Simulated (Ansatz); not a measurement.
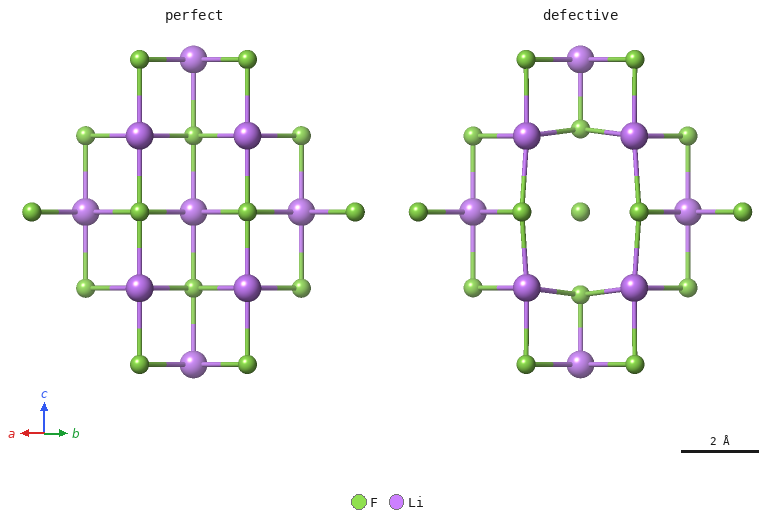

Left: perfect LiF. Right: the same region with one point defect, after relaxing the atoms in a supercell of 64 sites. Style: ball-and-stick. Shown: the atoms within 4.6 Å of one point, in a slice 3.4 Å thick across the line of sight, along [110].

These are results of DFT, PBEsol, PAW, plane waves (Ansatz), not measurements. Set-up: plane-wave cutoff 420 eV; k-point mesh 1 × 1 × 1; mesh shifted by (0.25, 0.25, 0.25); no spin polarisation. Fermi-Dirac smearing of 0.01 eV. The axes drawn are those of the host's conventional cell.

Which defect is it?

Answer. A lithium atom is replaced by fluorine.

The charge state of the cell is 0.

How does the lattice respond?

Answer. In the host the Li atom has 6 F at 2.00 Å; the F atom ends with 6 F at 2.18 Å. Of the host's atoms, a fluorine atom moves furthest from its site, by 0.18 Å.

Limits of the set-up: the periodic images lie only 8.0 Å apart, so the values are limited by the cell's size.
